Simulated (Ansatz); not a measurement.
Read the following structure.

```cif
data_structure
_symmetry_space_group_name_H-M 'I m -3 m'
_symmetry_Int_Tables_number 229
_cell_length_a 7.2596
_cell_length_b 7.2596
_cell_length_c 7.2596
_cell_angle_alpha 90.000
_cell_angle_beta 90.000
_cell_angle_gamma 90.000
_cell_volume 382.59
loop_
_atom_site_label
_atom_site_type_symbol
_atom_site_symmetry_multiplicity
_atom_site_Wyckoff_symbol
_atom_site_fract_x
_atom_site_fract_y
_atom_site_fract_z
_atom_site_occupancy
Cu1 Cu 24 h 0.24799 0.24799 0.00000 1
Cu2 Cu 6 b 0.00000 0.00000 0.50000 1
```

Question: Characterise the structure given above.

Answer: The element is copper. Space group Im-3m (No. 229), lattice body-centred cubic. The cell holds 30 atoms. Cu takes two kinds of site: 24h with eleven Cu at 2.55 to 2.59 Å; 6b with twelve Cu in a cuboctahedral arrangement at 2.57 to 2.59 Å. The bonds build a three-dimensional framework.

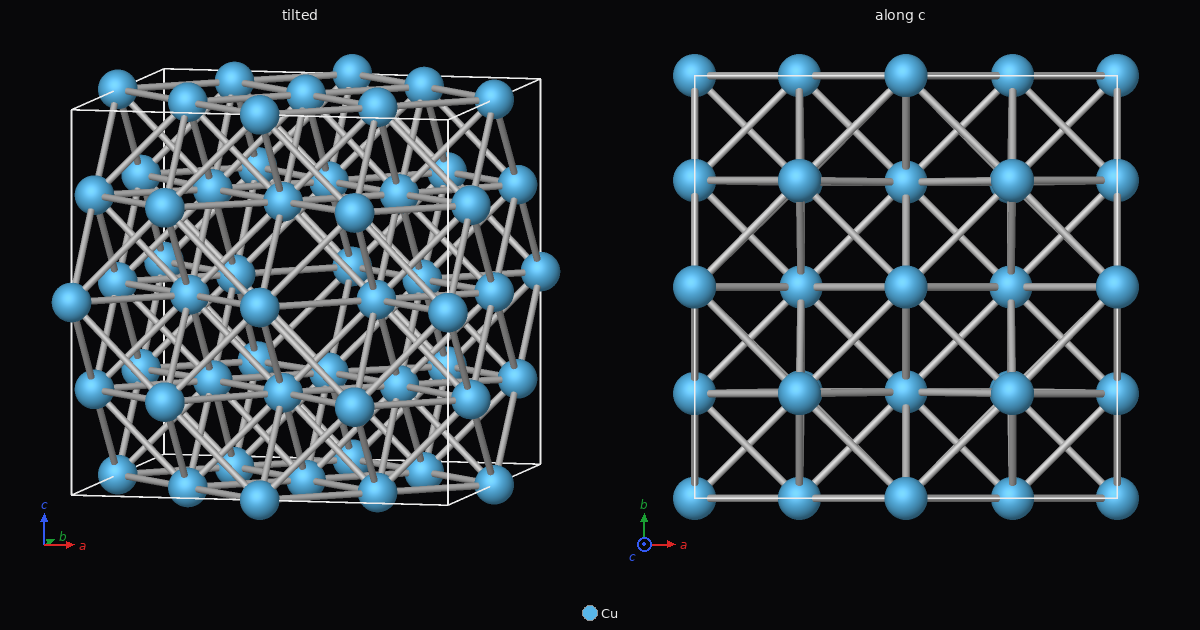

An orthographic ball-and-stick view of the structure, slightly off an axis and along the c axis. The parallelepiped is the conventional unit cell.

The model was built from a structure listed in the Materials Project, repeated into a supercell with a point defect put in. The atoms were relaxed in a fixed cell with Ansatz, DFT PBE, scalar-relativistic, plane waves, PAW.
